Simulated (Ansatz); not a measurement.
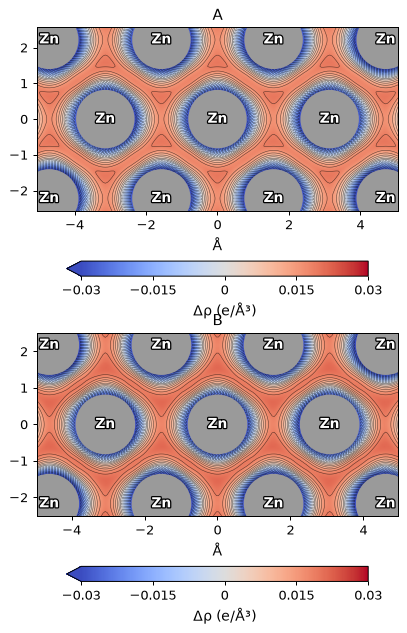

Zn: deformation density on the (11̄0) plane of the conventional cell at two volumes, with the same fractional coordinates and one colour scale. Grey discs cover the cores. Panel B has 94 % of the volume of panel A.

Space group Im-3m. This isn't the usual form at ambient conditions. The cell comes from a database of computed structures, not from a measurement.

Level of theory: DFT LDA, scalar-relativistic, plane waves, PAW (Ansatz).

**How do bonds, bonding charge and pressure respond to this change of volume?**

From A to B, Zn–Zn goes from 2.72 to 2.66 Å, and Δρ at its midpoint from +0.018 to +0.019 e/Å³.
- The pressure is −8.1 GPa in A and −4.5 GPa in B.
- The rearranged charge is 0.14 e an atom in A and 0.15 e in B.

Run times: 10 s (base cell) and 11 s (scaled cell), on 1 thread of Arm Neoverse V1 (shared host).
